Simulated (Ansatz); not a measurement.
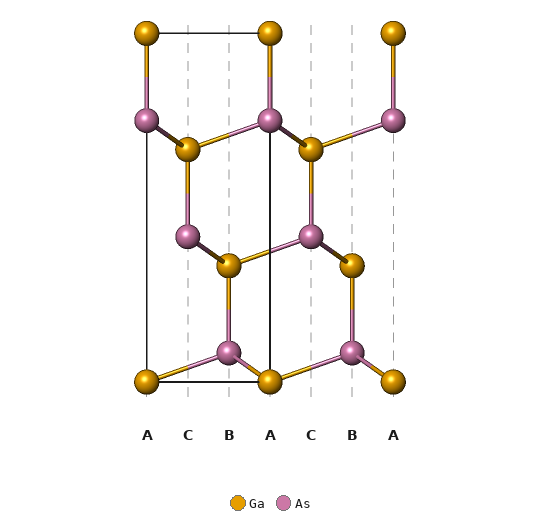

Projection along an edge of the hexagonal mesh, stacking direction [111] upwards. The dashed lines mark the three columns A (0, 0), B (1/3, 2/3) and C (2/3, 1/3). The box is the hexagonal cell of the face-centred cubic lattice. The sequence starts with the first layer at or above the cell's origin.

GaAs: coordinates from a relaxation with DFT, r2SCAN, plane waves, PAW (Ansatz).

> Read off the stacking sequence over one period.

Ga(A) – As(B) – Ga(B) – As(C) – Ga(C) – As(A) (six layers in 9.81 Å).

> How are the As layers alone stacked?

As layers alone: BCA, the cubic close-packed type.

> Which positions between or in the As layers do the other atoms fill?

Ga: three tetrahedral sites (per hexagonal cell).

> What short polytype symbol fits?

Polytype symbol 3C, the symbol of a tetrahedral polytype (number of double layers in the repeat and lattice).
